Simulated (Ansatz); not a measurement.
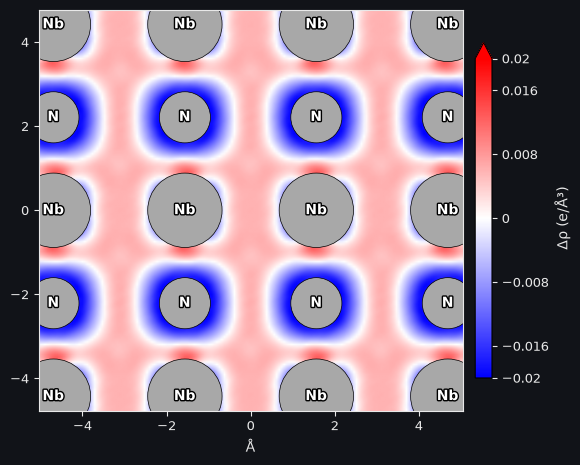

NbN. Difference of the valence pseudo-densities of two functionals at the same geometry, on the (11̄0) plane of the calculation cell: PBE less r2SCAN.

Both computed with Ansatz (plane waves, PAW), on the same k-point mesh. Grey discs cover the atomic cores.

Where does the change of functional move the electrons?

Against r2SCAN, PBE gives less density around N (−0.016 e/Å³ on average at 0.8 Å from the nucleus) and a change of +0.007 e/Å³ at the midpoint of Nb–N.
